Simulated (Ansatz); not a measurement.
Single-point calculation, with input and output: MoHS₄ (part 2 of 3)

The same run, continued: MoHS₄ (slab, 6 atoms in the cell); DFT, PBEsol, plane waves, norm-conserving potentials, spin-polarised (Ansatz 0.2.0); cutoff 349.7 eV, 9×9×1 k-mesh, Gaussian smearing of 0.05 eV, collinear spins. The structure derives from a Materials Project entry. The settings are looser than a standard set-up, so the numbers are not reference values.

Geometry of the input (Å; fractional positions):
```
3.1415  0.0000  0.0000
-1.5708  2.7206  0.0000
0.0000  0.0000  50.5584
S  0.3333  0.6667  0.1681
S  0.3333  0.6667  0.4494
Mo 0.0000  0.0000  0.4802
S  0.3333  0.6667  0.5110
S  0.3333  0.6667  0.7830
H  0.0000  0.0000  0.7832
```

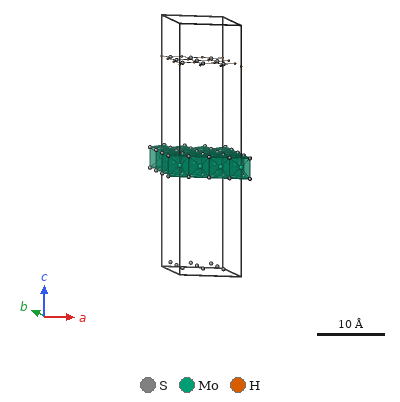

**Figure 1.** The input geometry (polyhedral view of the 3 × 3 repeat of the cell, with the vacuum cut short, seen slightly off an axis; polyhedra are completed across the faces of the cell). An atom can appear more than once, as a periodic image.

## What the program printed, continued
```
SCF iter   1: F=—  HF=-3116.907068 eV  |F-HF|=—  |Δ(HF+E_count)|=         —  Δρ=2.61e-2 (↑2.60e-2 ↓2.61e-2)  dr2=4.16e1  dr2_m=2.48e-1  M=0.078 μB ∫|m|=0.260 μB  β_m=0.30  ethr=3.10e-3  p=-0.000 e·Å  D=-3.49e-7 V/Å  ΔV_dip=0.00 eV  dr2_dipole=3.27e0  V_vac-E_F(+/−)=6.38/6.38 eV  ⟨swp⟩=11.7  Hψ=4127  notcnv=0  defer=2
efield: sawtooth ramp at fractional position 0.9557 (placed from the atoms, in the widest stretch of the axis that holds none; the zero of the levels goes with the place), width 0.0400; the density the first Hamiltonian is built on has a dipole p = -0.000 e·Å; the dipole correction subtracts the counter field D = -3.49e-7 V/Å, which shifts the + side's vacuum level by +0.00 eV against the − side's; the planar-averaged density in the ramp window peaks in size at 1.6e-5 e/Å³. `efield.ramp_position` is left out, and this cell has another vacuum in which the ramp fits: it would begin at 0.2888. With the ramp there the field meets the layers in another order: in general a different system, not this one with shifted levels. To fix the choice set `efield.ramp_position` to one of the two positions. That makes the deck a different calculation: no resume, pass or `ramp:` run of it reads a state saved before the change, this run's included, so run the changed deck from the start
preconditioner: auto → LDOS  [metal: Δε(μ)=0.037 eV  Ē_g=8.651 eV  σ=0.050 eV  W_gap=0.36  n_scr=28 (ndim 8)  ℏωp=9.9 eV  f_vac=0.692  D(μ)=2.41/eV (n_scr^D=16)]
spin=Collinear: LDOS preconditioning applied to the charge; magnetization (m = ρ↑ − ρ↓) channel mixes plain (no charge-response kernel on spin).
SCF iter   2: F=—  HF=-3115.556759 eV  |F-HF|=—  |Δ(HF+E_count)|=    1.35e0  Δρ=1.76e-2 (↑1.76e-2 ↓1.76e-2)  dr2=1.11e1  dr2_m=1.35e-1  M=0.308 μB ∫|m|=0.310 μB  β_m=0.30  ethr=3.10e-3  p=-0.017 e·Å  D=-7.30e-3 V/Å  ΔV_dip=0.37 eV  dr2_dipole=3.80e0  V_vac-E_F(+/−)=6.97/6.60 eV  ⟨swp⟩=3.1  Hψ=1299  notcnv=0  defer=29  κ⁻¹=1.0e0(r=1)
SCF iter   3: F=—  HF=-3114.808900 eV  |F-HF|=—  |Δ(HF+E_count)|=   7.48e-1  Δρ=8.72e-3 (↑8.64e-3 ↓8.72e-3)  dr2=1.54e0  dr2_m=8.57e-2  M=0.260 μB ∫|m|=0.265 μB  β_m=0.30  ethr=3.10e-3  p=-0.007 e·Å  D=-3.07e-3 V/Å  ΔV_dip=0.16 eV  dr2_dipole=4.63e-1  V_vac-E_F(+/−)=6.93/6.77 eV  ⟨swp⟩=3.5  Hψ=1435  notcnv=0  defer=29  κ⁻¹=5.8e-1(r=2)
SCF iter   4: F=—  HF=-3114.705546 eV  |F-HF|=—  |Δ(HF+E_count)|=   1.03e-1  Δρ=6.74e-3 (↑6.41e-3 ↓6.74e-3)  dr2=7.88e-1  dr2_m=5.74e-2  M=0.324 μB ∫|m|=0.327 μB  β_m=0.30  ethr=3.10e-3  p=-0.008 e·Å  D=-3.19e-3 V/Å  ΔV_dip=0.16 eV  dr2_dipole=9.81e-1  V_vac-E_F(+/−)=6.98/6.82 eV  ⟨swp⟩=3.1  Hψ=1191  notcnv=0  defer=25  κ⁻¹=6.1e-3(r=3)
SCF iter   5: F=—  HF=-3114.731633 eV  |F-HF|=—  |Δ(HF+E_count)|=   2.61e-2  Δρ=4.73e-3 (↑4.34e-3 ↓4.73e-3)  dr2=3.57e0  dr2_m=3.67e-2  M=0.184 μB ∫|m|=0.188 μB  β_m=0.30  ethr=2.02e-3  p=0.003 e·Å  D=1.21e-3 V/Å  ΔV_dip=-0.06 eV  dr2_dipole=5.84e0  V_vac-E_F(+/−)=6.83/6.89 eV  ⟨swp⟩=2.0  Hψ=690  notcnv=0  defer=25  κ⁻¹=2.1e-3(r=4)
SCF iter   6: F=—  HF=-3114.760454 eV  |F-HF|=—  |Δ(HF+E_count)|=   2.88e-2  Δρ=4.22e-3 (↑3.90e-3 ↓4.22e-3)  dr2=3.55e0  dr2_m=2.14e-2  M=0.183 μB ∫|m|=0.186 μB  β_m=0.30  ethr=2.02e-3  p=0.003 e·Å  D=1.16e-3 V/Å  ΔV_dip=-0.06 eV  dr2_dipole=5.80e0  V_vac-E_F(+/−)=6.83/6.89 eV  ⟨swp⟩=1.0  Hψ=643  notcnv=0  defer=25  κ⁻¹=2.1e-6(r=5)
SCF iter   7: F=—  HF=-3114.765846 eV  |F-HF|=—  |Δ(HF+E_count)|=   5.39e-3  Δρ=3.47e-3 (↑3.47e-3 ↓3.35e-3)  dr2=9.32e-1  dr2_m=1.44e-2  M=0.235 μB ∫|m|=0.236 μB  β_m=0.30  ethr=2.02e-3  p=0.002 e·Å  D=6.36e-4 V/Å  ΔV_dip=-0.03 eV  dr2_dipole=1.44e0  V_vac-E_F(+/−)=6.87/6.90 eV  ⟨swp⟩=1.0  Hψ=707  notcnv=0  defer=26  κ⁻¹=2.0e-6(r=6)
SCF iter   8: F=—  HF=-3114.782964 eV  |F-HF|=—  |Δ(HF+E_count)|=   1.71e-2  Δρ=2.87e-3 (↑2.87e-3 ↓2.11e-3)  dr2=2.38e0  dr2_m=1.02e-2  M=0.278 μB ∫|m|=0.279 μB  β_m=1.20  ethr=2.02e-3  p=0.005 e·Å  D=2.10e-3 V/Å  ΔV_dip=-0.11 eV  dr2_dipole=2.91e0  V_vac-E_F(+/−)=6.85/6.96 eV  ⟨swp⟩=1.0  Hψ=705  notcnv=0  defer=26
Mixer restart at iter 8: flushing history
spin-set hold released at iteration 8 (site moments contracting): the magnetisation degrees of freedom join the quasi-Newton model from the next iteration; the mixer history was flushed
SCF iter   9: F=—  HF=-3114.796261 eV  |F-HF|=—  |Δ(HF+E_count)|=   1.33e-2  Δρ=1.47e-3 (↑1.47e-3 ↓1.31e-3)  dr2=1.13e0  dr2_m=1.25e-3  M=0.320 μB ∫|m|=0.322 μB  β_m=0.40  ethr=2.02e-3  p=0.006 e·Å  D=2.44e-3 V/Å  ΔV_dip=-0.12 eV  dr2_dipole=1.34e0  V_vac-E_F(+/−)=6.84/6.97 eV  ⟨swp⟩=1.1  Hψ=716  notcnv=0  defer=25
density mixer auto → msr1: a metal under ldos (density of states about μ 1.34 of a free-electron gas's, 28 screened modes)
SCF iter  10: F=—  HF=-3114.786554 eV  |F-HF|=—  |Δ(HF+E_count)|=   9.71e-3  Δρ=1.41e-3 (↑1.41e-3 ↓1.33e-3)  dr2=6.04e-1  dr2_m=4.70e-3  M=0.425 μB ∫|m|=0.465 μB  β_m=0.70  ethr=2.02e-3  p=0.009 e·Å  D=3.83e-3 V/Å  ΔV_dip=-0.19 eV  dr2_dipole=1.00e0  V_vac-E_F(+/−)=6.78/6.97 eV  ⟨swp⟩=1.4  Hψ=604  notcnv=0  defer=24
SCF iter  11: F=—  HF=-3114.789951 eV  |F-HF|=—  |Δ(HF+E_count)|=   3.40e-3  Δρ=1.36e-3 (↑1.32e-3 ↓1.36e-3)  dr2=9.24e-1  dr2_m=3.95e-3  M=0.429 μB ∫|m|=0.461 μB  β_m=0.85  ethr=1.55e-3  p=0.010 e·Å  D=4.34e-3 V/Å  ΔV_dip=-0.22 eV  dr2_dipole=1.57e0  V_vac-E_F(+/−)=6.76/6.98 eV  ⟨swp⟩=1.1  Hψ=679  notcnv=0  defer=24
SCF iter  12: F=—  HF=-3114.805012 eV  |F-HF|=—  |Δ(HF+E_count)|=   1.51e-2  Δρ=3.85e-3 (↑2.21e-3 ↓3.85e-3)  dr2=8.28e0  dr2_m=6.63e-3  M=0.410 μB ∫|m|=0.562 μB  β_m=0.51  ethr=1.55e-3  p=0.010 e·Å  D=4.17e-3 V/Å  ΔV_dip=-0.21 eV  dr2_dipole=1.41e1  V_vac-E_F(+/−)=6.75/6.97 eV  ⟨swp⟩=1.0  Hψ=615  notcnv=0  defer=24  recentre
SCF iter  13: F=—  HF=-3114.797050 eV  |F-HF|=—  |Δ(HF+E_count)|=   7.96e-3  Δρ=1.39e-3 (↑1.39e-3 ↓1.20e-3)  dr2=4.46e-2  dr2_m=6.08e-3  M=0.581 μB ∫|m|=0.604 μB  β_m=0.66  ethr=1.55e-3  p=0.011 e·Å  D=4.65e-3 V/Å  ΔV_dip=-0.24 eV  dr2_dipole=6.08e-2  V_vac-E_F(+/−)=6.75/6.98 eV  ⟨swp⟩=1.1  Hψ=705  notcnv=0  defer=24
SCF iter  14: F=—  HF=-3114.827979 eV  |F-HF|=—  |Δ(HF+E_count)|=   3.09e-2  Δρ=2.05e-3 (↑2.05e-3 ↓1.86e-3)  dr2=3.49e-1  dr2_m=1.05e-2  M=0.741 μB ∫|m|=0.753 μB  β_m=0.19  ethr=1.14e-4  p=0.014 e·Å  D=5.69e-3 V/Å  ΔV_dip=-0.29 eV  dr2_dipole=1.50e-2  V_vac-E_F(+/−)=6.70/6.99 eV  ⟨swp⟩=3.2  Hψ=1179  notcnv=0  defer=37
SCF iter  15: F=—  HF=-3114.825588 eV  |F-HF|=—  |Δ(HF+E_count)|=   2.39e-3  Δρ=1.93e-3 (↑1.27e-3 ↓1.93e-3)  dr2=8.94e-2  dr2_m=9.22e-3  M=0.836 μB ∫|m|=0.852 μB  β_m=0.20  ethr=1.14e-4  p=0.017 e·Å  D=7.17e-3 V/Å  ΔV_dip=-0.36 eV  dr2_dipole=1.47e-1  V_vac-E_F(+/−)=6.65/7.01 eV  ⟨swp⟩=2.9  Hψ=1001  notcnv=0  defer=37
SCF iter  16: F=—  HF=-3114.827939 eV  |F-HF|=—  |Δ(HF+E_count)|=   2.35e-3  Δρ=1.84e-3 (↑1.84e-3 ↓1.47e-3)  dr2=4.39e-1  dr2_m=8.50e-3  M=0.910 μB ∫|m|=0.930 μB  β_m=0.20  ethr=1.14e-4  p=0.014 e·Å  D=5.66e-3 V/Å  ΔV_dip=-0.29 eV  dr2_dipole=7.18e-1  V_vac-E_F(+/−)=6.68/6.97 eV  ⟨swp⟩=2.0  Hψ=987  notcnv=0  defer=36  recentre
SCF iter  17: F=—  HF=-3114.843393 eV  |F-HF|=—  |Δ(HF+E_count)|=   1.55e-2  Δρ=2.78e-3 (↑1.96e-3 ↓2.78e-3)  dr2=1.14e-1  dr2_m=1.44e-2  M=1.077 μB ∫|m|=1.086 μB  β_m=0.48  ethr=1.14e-4  p=0.016 e·Å  D=6.78e-3 V/Å  ΔV_dip=-0.34 eV  dr2_dipole=1.55e-1  V_vac-E_F(+/−)=6.63/6.97 eV  ⟨swp⟩=1.9  Hψ=868  notcnv=0  defer=36
SCF iter  18: F=—  HF=-3114.852521 eV  |F-HF|=—  |Δ(HF+E_count)|=   9.13e-3  Δρ=2.84e-3 (↑1.72e-3 ↓2.84e-3)  dr2=2.93e-1  dr2_m=1.21e-2  M=1.118 μB ∫|m|=1.134 μB  β_m=0.74  ethr=1.14e-4  p=0.016 e·Å  D=6.89e-3 V/Å  ΔV_dip=-0.35 eV  dr2_dipole=4.59e-1  V_vac-E_F(+/−)=6.58/6.93 eV  ⟨swp⟩=1.0  Hψ=669  notcnv=0  defer=36  recentre
SCF iter  19: F=—  HF=-3114.847024 eV  |F-HF|=—  |Δ(HF+E_count)|=   5.50e-3  Δρ=2.89e-3 (↑1.33e-3 ↓2.89e-3)  dr2=6.10e-1  dr2_m=1.25e-2  M=1.034 μB ∫|m|=1.052 μB  β_m=0.87  ethr=1.14e-4  p=0.016 e·Å  D=6.80e-3 V/Å  ΔV_dip=-0.34 eV  dr2_dipole=1.02e0  V_vac-E_F(+/−)=6.59/6.93 eV  ⟨swp⟩=1.0  Hψ=605  notcnv=0  defer=36
SCF iter  20: F=—  HF=-3114.842309 eV  |F-HF|=—  |Δ(HF+E_count)|=   4.72e-3  Δρ=2.30e-3 (↑1.01e-3 ↓2.30e-3)  dr2=4.13e-1  dr2_m=8.80e-3  M=0.987 μB ∫|m|=1.003 μB  β_m=0.28  ethr=1.14e-4  p=0.015 e·Å  D=6.43e-3 V/Å  ΔV_dip=-0.33 eV  dr2_dipole=7.00e-1  V_vac-E_F(+/−)=6.60/6.93 eV  ⟨swp⟩=1.0  Hψ=586  notcnv=0  defer=36
SCF iter  21: F=—  HF=-3114.843801 eV  |F-HF|=—  |Δ(HF+E_count)|=   1.49e-3  Δρ=1.59e-3 (↑1.01e-3 ↓1.59e-3)  dr2=9.96e-2  dr2_m=5.34e-3  M=1.045 μB ∫|m|=1.056 μB  β_m=0.31  ethr=1.14e-4  p=0.011 e·Å  D=4.51e-3 V/Å  ΔV_dip=-0.23 eV  dr2_dipole=1.47e-1  V_vac-E_F(+/−)=6.68/6.90 eV  ⟨swp⟩=1.0  Hψ=595  notcnv=0  defer=36
SCF iter  22: F=—  HF=-3114.852197 eV  |F-HF|=—  |Δ(HF+E_count)|=   8.40e-3  Δρ=1.05e-3 (↑7.67e-4 ↓1.05e-3)  dr2=1.17e-1  dr2_m=2.16e-3  M=1.110 μB ∫|m|=1.124 μB  β_m=0.26  ethr=1.14e-4  p=0.006 e·Å  D=2.51e-3 V/Å  ΔV_dip=-0.13 eV  dr2_dipole=1.29e-1  V_vac-E_F(+/−)=6.70/6.83 eV  ⟨swp⟩=2.7  Hψ=1170  notcnv=0  defer=31
SCF iter  23: F=—  HF=-3114.845337 eV  |F-HF|=—  |Δ(HF+E_count)|=   6.86e-3  Δρ=1.04e-3 (↑1.04e-3 ↓8.58e-4)  dr2=1.33e-1  dr2_m=1.78e-3  M=1.123 μB ∫|m|=1.136 μB  β_m=0.38  ethr=1.14e-4  p=-0.000 e·Å  D=-8.82e-5 V/Å  ΔV_dip=0.00 eV  dr2_dipole=2.19e-1  V_vac-E_F(+/−)=6.68/6.67 eV  ⟨swp⟩=2.0  Hψ=922  notcnv=0  defer=31
SCF iter  24: F=—  HF=-3114.870365 eV  |F-HF|=—  |Δ(HF+E_count)|=   2.50e-2  Δρ=2.39e-3 (↑1.46e-3 ↓2.39e-3)  dr2=2.83e0  dr2_m=2.94e-3  M=0.936 μB ∫|m|=0.946 μB  β_m=0.20  ethr=1.14e-4  p=0.004 e·Å  D=1.86e-3 V/Å  ΔV_dip=-0.09 eV  dr2_dipole=6.01e-1  V_vac-E_F(+/−)=6.62/6.72 eV  ⟨swp⟩=2.0  Hψ=1057  notcnv=0  defer=31  recentre
SCF iter  25: F=—  HF=-3114.846790 eV  |F-HF|=—  |Δ(HF+E_count)|=   2.36e-2  Δρ=3.07e-4 (↑3.07e-4 ↓3.02e-4)  dr2=1.32e-2  dr2_m=1.90e-4  M=1.123 μB ∫|m|=1.133 μB  β_m=0.55  ethr=1.14e-4  p=0.003 e·Å  D=1.08e-3 V/Å  ΔV_dip=-0.05 eV  dr2_dipole=1.81e-2  V_vac-E_F(+/−)=6.70/6.76 eV  ⟨swp⟩=1.4  Hψ=613  notcnv=0  defer=31
SCF iter  26: F=—  HF=-3114.847256 eV  |F-HF|=—  |Δ(HF+E_count)|=   4.66e-4  Δρ=3.02e-4 (↑3.02e-4 ↓2.94e-4)  dr2=8.21e-3  dr2_m=1.15e-5  M=1.118 μB ∫|m|=1.128 μB  β_m=0.38  ethr=3.38e-5  p=0.001 e·Å  D=2.35e-4 V/Å  ΔV_dip=-0.01 eV  dr2_dipole=2.40e-3  V_vac-E_F(+/−)=6.70/6.71 eV  ⟨swp⟩=1.2  Hψ=796  notcnv=0  defer=31
SCF iter  27: F=—  HF=-3114.850036 eV  |F-HF|=—  |Δ(HF+E_count)|=   2.78e-3  Δρ=8.51e-4 (↑4.51e-4 ↓8.51e-4)  dr2=2.89e-1  dr2_m=4.58e-4  M=1.058 μB ∫|m|=1.069 μB  β_m=0.40  ethr=2.10e-5  p=0.001 e·Å  D=4.70e-4 V/Å  ΔV_dip=-0.02 eV  dr2_dipole=3.65e-2  V_vac-E_F(+/−)=6.67/6.69 eV  ⟨swp⟩=1.4  Hψ=649  notcnv=0  defer=31  recentre
SCF iter  28: F=—  HF=-3114.847479 eV  |F-HF|=—  |Δ(HF+E_count)|=   2.56e-3  Δρ=2.88e-4 (↑2.88e-4 ↓2.87e-4)  dr2=6.03e-3  dr2_m=4.95e-5  M=1.121 μB ∫|m|=1.131 μB  β_m=0.35  ethr=2.10e-5  p=-0.001 e·Å  D=-5.96e-4 V/Å  ΔV_dip=0.03 eV  dr2_dipole=1.86e-4  V_vac-E_F(+/−)=6.70/6.67 eV  ⟨swp⟩=2.0  Hψ=800  notcnv=0  defer=31
SCF iter  29: F=—  HF=-3114.846661 eV  |F-HF|=—  |Δ(HF+E_count)|=   8.18e-4  Δρ=1.51e-4 (↑1.43e-4 ↓1.51e-4)  dr2=3.26e-3  dr2_m=2.49e-5  M=1.120 μB ∫|m|=1.130 μB  β_m=0.67  ethr=1.55e-5  p=-0.001 e·Å  D=-3.56e-4 V/Å  ΔV_dip=0.02 eV  dr2_dipole=4.34e-5  V_vac-E_F(+/−)=6.70/6.68 eV  ⟨swp⟩=1.0  Hψ=766  notcnv=0  defer=31
SCF iter  30: F=—  HF=-3114.846416 eV  |F-HF|=—  |Δ(HF+E_count)|=   2.45e-4  Δρ=1.16e-4 (↑8.40e-5 ↓1.16e-4)  dr2=2.27e-3  dr2_m=1.15e-5  M=1.117 μB ∫|m|=1.128 μB  β_m=0.55  ethr=8.36e-6  p=-0.001 e·Å  D=-5.85e-4 V/Å  ΔV_dip=0.03 eV  dr2_dipole=3.18e-3  V_vac-E_F(+/−)=6.70/6.67 eV  ⟨swp⟩=1.0  Hψ=592  notcnv=0  defer=31
SCF iter  31: F=—  HF=-3114.846580 eV  |F-HF|=—  |Δ(HF+E_count)|=   1.64e-4  Δρ=1.52e-4 (↑1.16e-4 ↓1.52e-4)  dr2=2.62e-3  dr2_m=1.37e-5  M=1.119 μB ∫|m|=1.129 μB  β_m=0.38  ethr=5.83e-6  p=-0.002 e·Å  D=-7.39e-4 V/Å  ΔV_dip=0.04 eV  dr2_dipole=1.61e-3  V_vac-E_F(+/−)=6.70/6.66 eV  ⟨swp⟩=2.0  Hψ=695  notcnv=0  defer=31
SCF iter  32: F=—  HF=-3114.846455 eV  |F-HF|=—  |Δ(HF+E_count)|=   1.25e-4  Δρ=6.13e-5 (↑3.49e-5 ↓6.13e-5)  dr2=1.71e-3  dr2_m=3.43e-6  M=1.120 μB ∫|m|=1.130 μB  β_m=0.69  ethr=5.83e-6  p=-0.002 e·Å  D=-8.69e-4 V/Å  ΔV_dip=0.04 eV  dr2_dipole=9.73e-8  V_vac-E_F(+/−)=6.70/6.66 eV  ⟨swp⟩=1.3  Hψ=621  notcnv=0  defer=31
SCF iter  33: F=—  HF=-3114.846405 eV  |F-HF|=—  |Δ(HF+E_count)|=   5.03e-5  Δρ=3.97e-5 (↑2.03e-5 ↓3.97e-5)  dr2=7.85e-4  dr2_m=1.65e-6  M=1.119 μB ∫|m|=1.129 μB  β_m=0.85  ethr=4.38e-6  p=-0.002 e·Å  D=-9.02e-4 V/Å  ΔV_dip=0.05 eV  dr2_dipole=7.44e-5  V_vac-E_F(+/−)=6.70/6.66 eV  ⟨swp⟩=1.0  Hψ=592  notcnv=0  defer=31
SCF iter  34: F=—  HF=-3114.846384 eV  |F-HF|=—  |Δ(HF+E_count)|=   2.09e-5  Δρ=9.49e-6 (↑6.52e-6 ↓9.49e-6)  dr2=2.85e-5  dr2_m=6.78e-8  M=1.116 μB ∫|m|=1.127 μB  β_m=0.83  ethr=2.01e-6  p=-0.002 e·Å  D=-9.98e-4 V/Å  ΔV_dip=0.05 eV  dr2_dipole=3.05e-6  V_vac-E_F(+/−)=6.70/6.65 eV  ⟨swp⟩=1.2  Hψ=628  notcnv=0  defer=31
```
